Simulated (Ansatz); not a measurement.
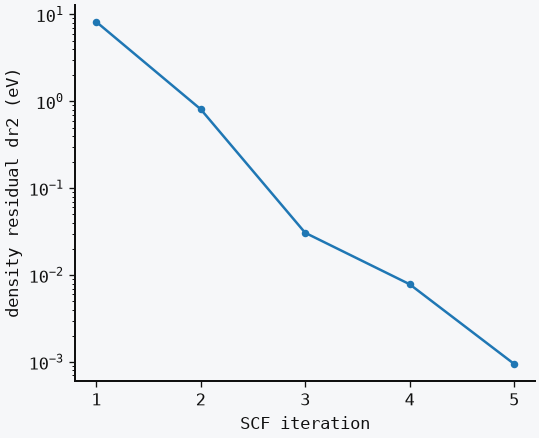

Plot: SCF iterations of a calculation: density residual dr2. AlN (slab, 20 atoms in the cell); Ansatz, DFT PBEsol, scalar-relativistic, plane waves, PAW; cutoff 420 eV, 9×5×1 k-mesh, Gaussian smearing of 0.05 eV. The starting density is a sum of atomic densities corrected by a trained network.

The run gave up at step 5 without converging. The residual is still falling at the last step (down to 10⁻³). The residual starts near 8 and ends near 10⁻³ eV.
